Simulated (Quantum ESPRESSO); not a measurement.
Band-structure run of Ru (part 3 of 3)

Ru (P6₃/mmc, 2 atoms in the cell); Kohn-Sham DFT of a periodic cell, PBEsol, spin-orbit coupling, PseudoDojo 0.4 FR PBEsol standard, no spin polarisation (Quantum ESPRESSO 7.5); cutoff 1142.88 eV, 11×11×6 k-mesh, fermi-dirac of 0.05 eV. The structure derives from an entry of the Crystallography Open Database.

Geometry of the input (Å; fractional positions):
```
2.7058  0.0000  0.0000
-1.3529  2.3433  0.0000
0.0000  0.0000  4.2819
Ru 0.6667  0.3333  0.7500
Ru 0.3333  0.6667  0.2500
```

Log, continued:
```
   -49.2888 -49.2888 -49.2173 -49.2173 -21.7860 -21.7860 -21.6573 -21.6573
   -18.5460 -18.5460 -18.4234 -18.4234 -18.2529 -18.2529 -17.9782 -17.9782
    17.6576  17.6576  17.9418  17.9418  19.1439  19.1439  19.8812  19.8812
    20.7363  20.7363  21.8723  21.8723  22.5143  22.5143  24.3253  24.3253
    24.8853  24.8853  25.0217  25.0217  26.4162  26.4162  30.8029  30.8029
    34.0267  34.0267  36.0328  36.0328  37.0308  37.0308  38.6106  38.6106

          k = 0.0909 0.4724 0.2106 (  2377 PWs)   bands (ev):

   -49.2737 -49.2737 -49.2324 -49.2324 -21.7655 -21.7655 -21.6906 -21.6906
   -18.5613 -18.5613 -18.4645 -18.4645 -18.1605 -18.1605 -17.9959 -17.9959
    17.5008  17.5008  18.1624  18.1624  18.9787  18.9787  19.6976  19.6976
    21.0247  21.0247  22.2889  22.2889  23.1895  23.1895  23.5403  23.5403
    24.6016  24.6016  25.3743  25.3743  26.3035  26.3035  28.8068  28.8068
    34.4897  34.4897  36.1673  36.1673  38.5352  38.5352  39.2584  39.2584

          k = 0.0909 0.4724-0.3160 (  2384 PWs)   bands (ev):

   -49.2531 -49.2531 -49.2531 -49.2531 -21.7353 -21.7353 -21.7272 -21.7272
   -18.5650 -18.5650 -18.4841 -18.4841 -18.0985 -18.0985 -18.0255 -18.0255
    17.7688  17.7688  17.7797  17.7797  19.2563  19.2563  19.2656  19.2656
    22.0382  22.0382  22.0554  22.0554  23.0566  23.0566  23.0964  23.0964
    25.0996  25.0996  25.1428  25.1428  27.0794  27.0794  27.1102  27.1102
    35.3317  35.3317  35.3534  35.3534  39.9853  39.9853  40.1127  40.1127

          k = 0.0909 0.5774 0.0000 (  2380 PWs)   bands (ev):

   -49.2760 -49.2760 -49.2137 -49.2137 -21.7860 -21.7860 -21.6890 -21.6890
   -18.4974 -18.4974 -18.4764 -18.4764 -18.3178 -18.3178 -18.0022 -18.0022
    17.6121  17.6121  18.0320  18.0320  18.3419  18.3419  20.4906  20.4906
    21.3981  21.3981  21.4202  21.4202  22.0733  22.0733  25.0689  25.0689
    25.1531  25.1531  25.4329  25.4329  27.9220  27.9220  29.9159  29.9159
    34.7766  34.7766  35.6147  35.6147  35.9986  35.9986  38.1679  38.1679

          k = 0.0909 0.5774 0.1053 (  2368 PWs)   bands (ev):

   -49.2718 -49.2718 -49.2179 -49.2179 -21.7834 -21.7834 -21.6989 -21.6989
   -18.5312 -18.5312 -18.4906 -18.4906 -18.2598 -18.2598 -18.0014 -18.0014
    17.5485  17.5485  17.7532  17.7532  19.0885  19.0885  19.9755  19.9755
    20.5799  20.5799  22.1378  22.1378  22.8259  22.8259  24.7577  24.7577
    25.1278  25.1278  25.3056  25.3056  27.6218  27.6218  29.6600  29.6600
    34.5590  34.5590  35.2195  35.2195  36.4134  36.4134  38.5391  38.5391

          k = 0.0909 0.5774 0.2106 (  2367 PWs)   bands (ev):

   -49.2604 -49.2604 -49.2293 -49.2293 -21.7733 -21.7733 -21.7235 -21.7235
   -18.5800 -18.5800 -18.5073 -18.5073 -18.1635 -18.1635 -18.0107 -18.0107
    17.3734  17.3734  18.0061  18.0061  18.9681  18.9681  19.5727  19.5727
    20.9488  20.9488  22.7290  22.7290  23.3569  23.3569  23.9193  23.9193
    25.0540  25.0540  25.4582  25.4582  27.1599  27.1599  28.9057  28.9057
    34.2270  34.2270  34.4850  34.4850  38.0646  38.0646  39.4220  39.4220

          k = 0.0909 0.5774-0.3160 (  2360 PWs)   bands (ev):

   -49.2448 -49.2448 -49.2448 -49.2448 -21.7565 -21.7565 -21.7476 -21.7476
   -18.5985 -18.5985 -18.5151 -18.5151 -18.1060 -18.1060 -18.0311 -18.0311
    17.6499  17.6499  17.6617  17.6617  19.1389  19.1389  19.1467  19.1467
    22.0674  22.0674  22.0692  22.0692  23.7016  23.7016  23.7140  23.7140
    25.0439  25.0439  25.1261  25.1261  27.8218  27.8218  27.8569  27.8569
    34.1607  34.1607  34.1773  34.1773  39.7166  39.7166  39.8122  39.8122

          k = 0.1818 0.3149 0.0000 (  2389 PWs)   bands (ev):

   -49.3416 -49.3416 -49.2153 -49.2153 -21.7887 -21.7887 -21.5311 -21.5311
   -18.5522 -18.5522 -18.2750 -18.2750 -18.1937 -18.1937 -17.9233 -17.9233
    18.2437  18.2437  18.7801  18.7801  19.1028  19.1028  19.1766  19.1766
    20.6117  20.6117  21.3072  21.3072  21.9849  21.9849  22.8350  22.8350
    23.8858  23.8858  24.8137  24.8137  25.2087  25.2087  32.7540  32.7540
    33.6222  33.6222  36.7022  36.7022  37.0522  37.0522  40.1209  40.1209

          k = 0.1818 0.3149 0.1053 (  2384 PWs)   bands (ev):

   -49.3332 -49.3332 -49.2238 -49.2238 -21.7732 -21.7732 -21.5499 -21.5499
   -18.5388 -18.5388 -18.2710 -18.2710 -18.1997 -18.1997 -17.9309 -17.9309
    18.2377  18.2377  18.7006  18.7006  19.2202  19.2202  19.3294  19.3294
    20.7936  20.7936  21.2788  21.2788  21.6834  21.6834  22.9130  22.9130
    24.1567  24.1567  24.3367  24.3367  25.3962  25.3962  30.5162  30.5162
    35.6580  35.6580  37.2237  37.2237  37.4608  37.4608  40.0675  40.0676

          k = 0.1818 0.3149 0.2106 (  2388 PWs)   bands (ev):

   -49.3102 -49.3102 -49.2470 -49.2470 -21.7296 -21.7296 -21.6003 -21.6003
   -18.5018 -18.5018 -18.3191 -18.3191 -18.1495 -18.1495 -17.9626 -17.9626
    18.2518  18.2518  18.5761  18.5761  19.5559  19.5559  19.7316  19.7316
    20.7335  20.7335  20.9763  20.9763  21.5366  21.5366  22.9598  22.9598
    24.1958  24.1958  24.6213  24.6213  25.4309  25.4309  28.0593  28.0593
    37.4386  37.4386  38.1478  38.1478  39.1017  39.1017  39.8547  39.8548

          k = 0.1818 0.3149-0.3160 (  2386 PWs)   bands (ev):

   -49.2787 -49.2787 -49.2787 -49.2787 -21.6710 -21.6710 -21.6623 -21.6623
   -18.4695 -18.4695 -18.3633 -18.3633 -18.0972 -18.0972 -17.9993 -17.9993
    18.3806  18.3806  18.3915  18.3915  20.0120  20.0120  20.0749  20.0749
    20.4160  20.4160  20.4310  20.4310  22.1249  22.1249  22.2197  22.2197
    24.9131  24.9131  24.9239  24.9239  25.9937  25.9937  26.0071  26.0071
    38.6538  38.6538  38.7909  38.7910  39.7500  39.7500  39.9684  39.9684

          k = 0.1818 0.4199 0.0000 (  2375 PWs)   bands (ev):

   -49.2993 -49.2993 -49.2115 -49.2115 -21.7929 -21.7929 -21.6257 -21.6257
   -18.5181 -18.5181 -18.3756 -18.3756 -18.2957 -18.2957 -18.0098 -18.0098
    18.4293  18.4293  18.5115  18.5115  18.7323  18.7323  19.8204  19.8204
    20.4346  20.4346  21.5792  21.5792  21.7556  21.7556  23.5327  23.5327
    24.8473  24.8473  25.2043  25.2043  26.4741  26.4741  33.3886  33.3886
    34.4385  34.4385  34.8519  34.8519  35.2804  35.2804  39.3743  39.3743

          k = 0.1818 0.4199 0.1053 (  2377 PWs)   bands (ev):

   -49.2934 -49.2934 -49.2174 -49.2174 -21.7847 -21.7847 -21.6397 -21.6397
   -18.5368 -18.5368 -18.3805 -18.3805 -18.2675 -18.2675 -18.0060 -18.0060
    18.1749  18.1749  18.6754  18.6754  18.9818  18.9818  19.5830  19.5830
    20.7883  20.7883  21.4402  21.4402  21.7825  21.7825  23.5337  23.5337
    24.6241  24.6241  25.0767  25.0767  26.6708  26.6708  31.5845  31.5845
    34.5220  34.5220  35.6957  35.6957  36.8499  36.8499  39.2174  39.2174

          k = 0.1818 0.4199 0.2106 (  2378 PWs)   bands (ev):

   -49.2774 -49.2774 -49.2335 -49.2335 -21.7603 -21.7603 -21.6758 -21.6758
   -18.5609 -18.5609 -18.4084 -18.4084 -18.1956 -18.1956 -18.0092 -18.0092
    18.0556  18.0556  18.6125  18.6125  19.1193  19.1193  20.1762  20.1762
    20.5154  20.5154  21.3554  21.3554  21.9430  21.9430  23.1586  23.1586
    24.3988  24.3988  25.4254  25.4254  26.9011  26.9011  29.2566  29.2566
    35.4567  35.4567  36.8833  36.8833  37.9175  37.9175  39.4207  39.4208

          k = 0.1818 0.4199-0.3160 (  2384 PWs)   bands (ev):

   -49.2554 -49.2554 -49.2554 -49.2554 -21.7275 -21.7275 -21.7144 -21.7144
   -18.5690 -18.5690 -18.4241 -18.4241 -18.1525 -18.1525 -18.0201 -18.0201
    18.2080  18.2080  18.2271  18.2271  19.7478  19.7478  19.7781  19.7781
    21.0316  21.0316  21.0718  21.0718  22.1784  22.1784  22.3022  22.3022
    25.2635  25.2635  25.2691  25.2691  27.5289  27.5289  27.5320  27.5320
    36.6467  36.6467  36.7138  36.7138  38.5641  38.5641  38.6276  38.6276

          k = 0.1818 0.5249 0.0000 (  2380 PWs)   bands (ev):

   -49.2681 -49.2681 -49.2152 -49.2152 -21.7838 -21.7838 -21.6947 -21.6947
   -18.4882 -18.4882 -18.4391 -18.4391 -18.3468 -18.3468 -18.0739 -18.0739
    18.0622  18.0622  18.2533  18.2533  18.7851  18.7851  20.4380  20.4380
    20.5844  20.5844  21.2692  21.2692  22.1280  22.1280  24.4260  24.4260
    25.1220  25.1220  25.2162  25.2162  28.1921  28.1921  30.9347  30.9347
    34.0412  34.0412  35.3400  35.3400  36.5948  36.5948  38.8640  38.8640

          k = 0.1818 0.5249 0.1053 (  2376 PWs)   bands (ev):

   -49.2645 -49.2645 -49.2187 -49.2187 -21.7816 -21.7816 -21.7041 -21.7041
   -18.5408 -18.5408 -18.4465 -18.4465 -18.2878 -18.2878 -18.0618 -18.0618
    17.8886  17.8886  18.4047  18.4047  19.1862  19.1862  19.7967  19.7967
    20.5058  20.5058  21.7546  21.7546  22.2210  22.2210  24.3486  24.3486
    24.6421  24.6421  25.2969  25.2969  28.3123  28.3123  30.7542  30.7542
    34.4988  34.4988  34.7664  34.7664  36.4621  36.4621  39.0022  39.0022

          k = 0.1818 0.5249 0.2106 (  2370 PWs)   bands (ev):

   -49.2548 -49.2548 -49.2283 -49.2283 -21.7733 -21.7733 -21.7268 -21.7268
   -18.6040 -18.6040 -18.4594 -18.4594 -18.2109 -18.2109 -18.0406 -18.0406
    17.8324  17.8324  18.6798  18.6798  18.9842  18.9842  20.0902  20.0902
    20.1813  20.1813  21.9853  21.9853  22.5694  22.5694  23.3875  23.3875
    24.6057  24.6057  25.4156  25.4156  28.5915  28.5915  30.0731  30.0731
    34.2072  34.2072  35.5350  35.5350  36.1911  36.1911  39.0119  39.0119

          k = 0.1818 0.5249-0.3160 (  2362 PWs)   bands (ev):

   -49.2416 -49.2416 -49.2416 -49.2416 -21.7615 -21.7615 -21.7458 -21.7458
   -18.6278 -18.6278 -18.4657 -18.4657 -18.1788 -18.1788 -18.0318 -18.0318
    18.1154  18.1154  18.1399  18.1399  19.4936  19.4936  19.5151  19.5151
    21.2340  21.2340  21.2556  21.2556  22.8033  22.8033  22.9060  22.9060
    25.0717  25.0717  25.0727  25.0727  29.1911  29.1911  29.1975  29.1975
    34.6543  34.6543  34.6921  34.6921  37.8270  37.8270  37.8312  37.8312

          k = 0.2727 0.4724 0.0000 (  2380 PWs)   bands (ev):

   -49.2650 -49.2650 -49.2158 -49.2158 -21.7835 -21.7835 -21.6945 -21.6945
   -18.4713 -18.4713 -18.4413 -18.4413 -18.3380 -18.3380 -18.1206 -18.1206
    18.0918  18.0918  18.8657  18.8657  19.0932  19.0932  19.8378  19.8378
    20.4166  20.4166  21.1984  21.1984  22.1762  22.1762  23.9401  23.9401
    25.0978  25.0978  25.1502  25.1502  28.2700  28.2700  32.0639  32.0639
    32.7875  32.7875  35.5975  35.5975  36.9006  36.9006  39.3255  39.3256

          k = 0.2727 0.4724 0.1053 (  2382 PWs)   bands (ev):

   -49.2617 -49.2617 -49.2191 -49.2191 -21.7812 -21.7812 -21.7039 -21.7039
   -18.5425 -18.5425 -18.4202 -18.4202 -18.2998 -18.2998 -18.0977 -18.0977
    18.1719  18.1719  18.8901  18.8901  19.2665  19.2665  19.4195  19.4195
    20.9176  20.9176  20.9710  20.9710  22.1145  22.1145  23.9618  23.9618
    24.5073  24.5073  25.2956  25.2956  28.5227  28.5227  31.9080  31.9080
    33.3161  33.3161  34.6231  34.6231  37.8003  37.8003  39.0128  39.0139

          k = 0.2727 0.4724 0.2106 (  2373 PWs)   bands (ev):

   -49.2527 -49.2527 -49.2281 -49.2281 -21.7731 -21.7731 -21.7263 -21.7263
   -18.6118 -18.6118 -18.4284 -18.4284 -18.2431 -18.2431 -18.0550 -18.0550
    18.3208  18.3208  18.6841  18.6841  19.4253  19.4253  19.7405  19.7405
    20.5417  20.5417  21.2167  21.2167  22.0495  22.0495  23.1602  23.1602
    24.4928  24.4928  25.4139  25.4139  29.0078  29.0078  30.9271  30.9271
    34.5536  34.5536  34.7424  34.7424  37.1690  37.1690  37.4884  37.4884

          k = 0.2727 0.4724-0.3160 (  2360 PWs)   bands (ev):

   -49.2403 -49.2403 -49.2403 -49.2403 -21.7624 -21.7624 -21.7441 -21.7441
   -18.6375 -18.6375 -18.4344 -18.4344 -18.2205 -18.2205 -18.0349 -18.0349
    18.4453  18.4453  18.4783  18.4783  19.7526  19.7526  19.7817  19.7817
    20.7889  20.7889  20.8405  20.8405  22.2146  22.2146  22.3790  22.3790
    25.0908  25.0908  25.1147  25.1147  29.7498  29.7498  29.7778  29.7778
    35.7357  35.7357  35.8462  35.8462  36.1124  36.1124  36.1503  36.1503

          k = 0.2727 0.5774 0.0000 (  2388 PWs)   bands (ev):

   -49.2454 -49.2454 -49.2243 -49.2243 -21.7672 -21.7672 -21.7325 -21.7325
   -18.4835 -18.4835 -18.4331 -18.4331 -18.3322 -18.3322 -18.1871 -18.1871
    17.9695  17.9695  18.9612  18.9612  19.1495  19.1495  19.9919  19.9919
    20.5385  20.5385  20.9221  20.9221  22.4137  22.4137  24.4296  24.4296
    24.8507  24.8507  25.0651  25.0651  29.8039  29.8039  30.5445  30.5445
    31.9515  31.9515  36.8929  36.8929  38.2666  38.2666  39.2148  39.2149

          k = 0.2727 0.5774 0.1053 (  2375 PWs)   bands (ev):

   -49.2440 -49.2440 -49.2257 -49.2257 -21.7689 -21.7689 -21.7384 -21.7384
   -18.5539 -18.5539 -18.4261 -18.4261 -18.2967 -18.2967 -18.1474 -18.1474
    18.1188  18.1188  19.0254  19.0254  19.1159  19.1159  19.7377  19.7377
    20.6256  20.6256  21.0064  21.0064  22.3672  22.3672  24.3877  24.3877
    24.4941  24.4941  24.9504  24.9504  30.1979  30.1979  30.6790  30.6790
    32.4766  32.4766  36.1655  36.1655  36.7163  36.7163  38.4983  38.4983

          k = 0.2727 0.5774 0.2106 (  2358 PWs)   bands (ev):

   -49.2400 -49.2400 -49.2295 -49.2295 -21.7727 -21.7727 -21.7497 -21.7497
   -18.6330 -18.6330 -18.4324 -18.4324 -18.2608 -18.2608 -18.0740 -18.0740
    18.3949  18.3949  18.9841  18.9841  19.2779  19.2779  19.4960  19.4960
    20.6874  20.6874  21.0558  21.0558  22.3192  22.3192  23.2102  23.2102
    24.6524  24.6524  25.0095  25.0095  30.8851  30.8851  31.0453  31.0453
    33.7426  33.7426  35.0669  35.0669  35.2920  35.2920  37.0360  37.0360

          k = 0.2727 0.5774-0.3160 (  2358 PWs)   bands (ev):

   -49.2347 -49.2347 -49.2347 -49.2347 -21.7751 -21.7751 -21.7548 -21.7548
   -18.6628 -18.6628 -18.4367 -18.4367 -18.2477 -18.2477 -18.0412 -18.0412
    18.6279  18.6279  18.6737  18.6737  19.5500  19.5500  19.5639  19.5639
    20.7931  20.7931  20.8525  20.8525  22.3853  22.3853  22.5724  22.5724
    24.8517  24.8517  24.8920  24.8920  31.2578  31.2578  31.3294  31.3294
    34.3825  34.3825  34.4483  34.4483  35.5623  35.5623  35.6222  35.6222

     the Fermi energy is    23.5161 ev

!    total energy              =    -404.07681984 Ry
     estimated scf accuracy    <          1.2E-10 Ry
     smearing contrib. (-TS)   =      -0.00121813 Ry
     internal energy E=F+TS    =    -404.07560172 Ry

     The total energy is F=E-TS. E is the sum of the following terms:
     one-electron contribution =     -64.70289569 Ry
     hartree contribution      =      56.51299616 Ry
     xc contribution           =     -67.90128930 Ry
     ewald contribution        =    -327.98441288 Ry

     convergence has been achieved in   8 iterations

     Forces acting on atoms (cartesian axes, Ry/au):

     atom    1 type  1   force =    -0.00000000    0.00000000    0.00000000
     atom    2 type  1   force =     0.00000000   -0.00000000    0.00000000

     Total force =     0.000000     Total SCF correction =     0.000000

     Computing stress (Cartesian axis) and pressure

          total   stress  (Ry/bohr**3)                   (kbar)     P=      -50.13
  -0.00033091  -0.00000000   0.00000000          -48.68       -0.00        0.00
  -0.00000000  -0.00033091   0.00000000           -0.00      -48.68        0.00
   0.00000000   0.00000000  -0.00036051            0.00        0.00      -53.03

=------------------------------------------------------------------------------=
   JOB DONE.
=------------------------------------------------------------------------------=
```

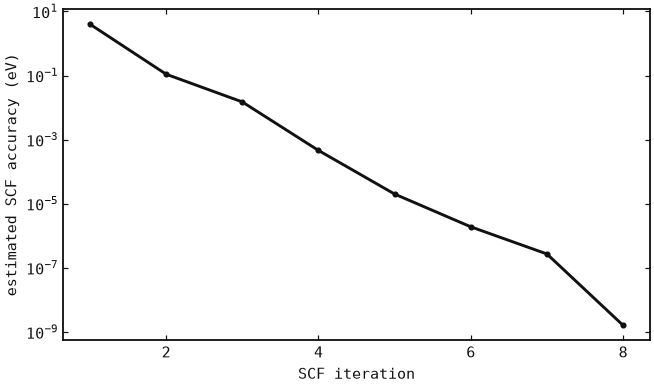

Convergence of the self-consistent field: estimated SCF accuracy against the iteration. The field takes 8 iterations in all.

Summary:

| quantity | value |
| --- | --- |
| outcome | converged |
| space group (tolerance 0.01 Å) | P6₃/mmc (194) |
| electrons treated | 32 |
| free energy | −5497.7452 eV |
| Fermi energy | 23.516 eV |
| gap on the k-point mesh | none (metallic) |
| pressure | −5.01 GPa |
| largest force (length of the vector) | under 0.001 eV/Å |
| wall time | 3.4 min |
| peak memory | 0.3 GiB |

Remarks:

The cell is under a tension of 5.0 GPa at this level, so it is not at its equilibrium volume.
